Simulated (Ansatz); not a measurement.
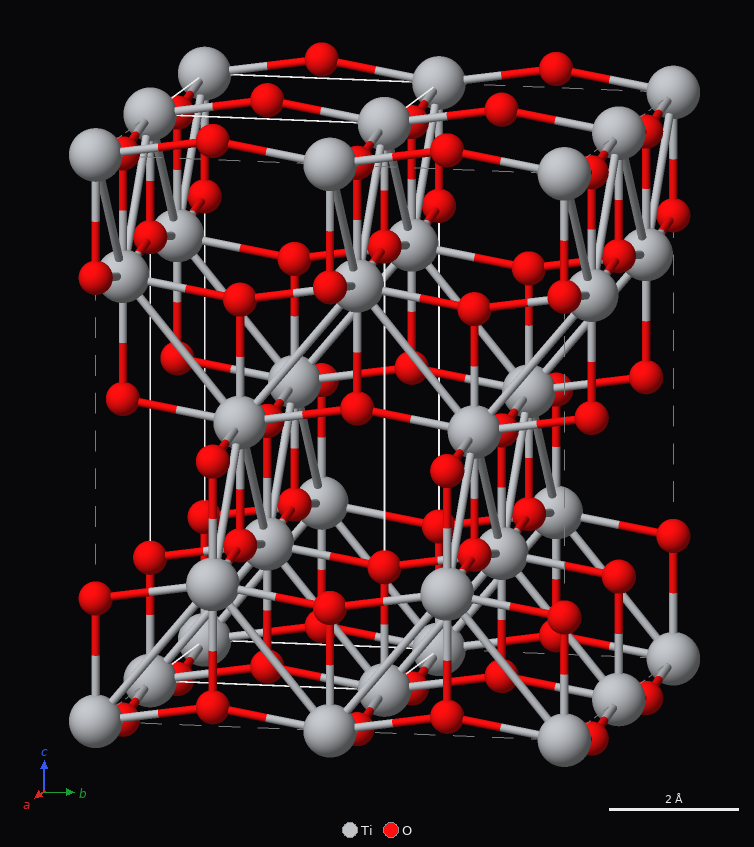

Drawn in the ball-and-stick manner and seen slightly off an axis. The solid frame is a single conventional unit cell within a 2×2×1 block. Cell: a = 3.734 Å, b = 3.734 Å, c = 8.925 Å, α = 90.00°, β = 90.00°, γ = 90.00°.

- It has the composition TiO$_{2}$.
- It belongs to space group I4_1/amd (No. 141) and has a body-centred tetragonal lattice.
- The prototype is anatase.
- The cell comprises 4 formula units: 4 Ti, 8 O.
- With all contacts inside bonding distance counted, the coordination numbers are Ti 10 and O 3.

The cell started as a structure listed in the Materials Project. It was relaxed at fixed volume with Ansatz 0.2.0, DFT r2SCAN, scalar-relativistic, plane waves, PAW.

At this level of theory the cell isn't at rest (compressed, at 20 GPa), so its distances can differ from those at equilibrium, the more so the softer the solid.
